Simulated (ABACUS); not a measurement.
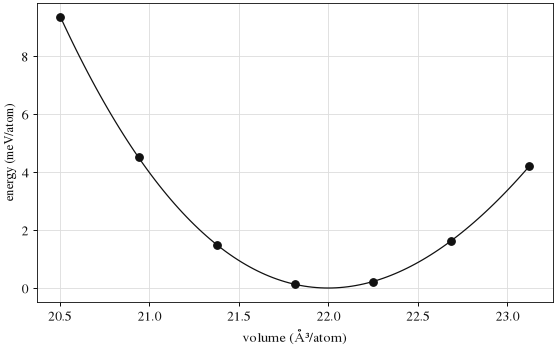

The figure shows the energy against volume for NaCl, space group Fm-3m (No. 225).

Cell as given: a = 3.951 Å, b = 3.951 Å, c = 3.951 Å, α = 60.00°, β = 60.00°, γ = 60.00°; 2 atoms.

How it was computed, with ABACUS 3.10.1: DFT in plane waves or numerical atomic orbitals with pseudopotentials, no spin polarisation; energies at scaled volumes of the given cell, shape and fractions fixed, counted from the fit's minimum, third-order Birch-Murnaghan fit. Level: PBEsol.

- k mesh: 8×8×8
- occupations: Fermi–Dirac
- smearing width: 0.05 eV
- potentials: PseudoDojo NC SR 0.4.1 PBEsol standard
- wave cutoff: 1211 eV
- density cutoff: 4844 eV
- program settings: basis pw

This calculation gives: equilibrium volume 22.00 Å³/atom and bulk modulus 25.8 GPa.

Now Na is replaced by Rb on all its sites, which gives RbCl in the same structure. The second calculation uses wave cutoff 789.13 eV. How do these quantities change?

The equilibrium volume rises from 22.00 to 35.02 Å³/atom (+59 %) and the bulk modulus falls from 25.8 to 16.5 GPa (−36 %).

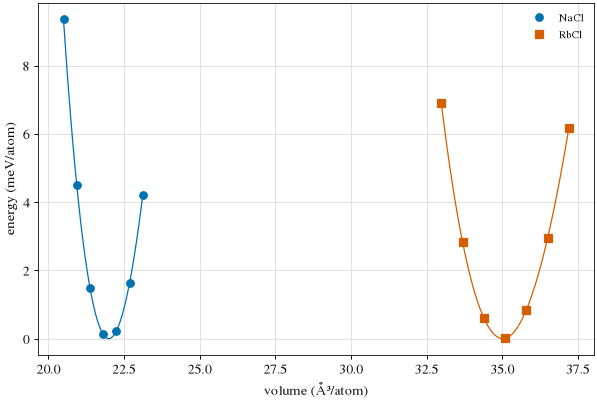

The two results together.

V0 and the bulk modulus come from third-order Birch–Murnaghan fits.
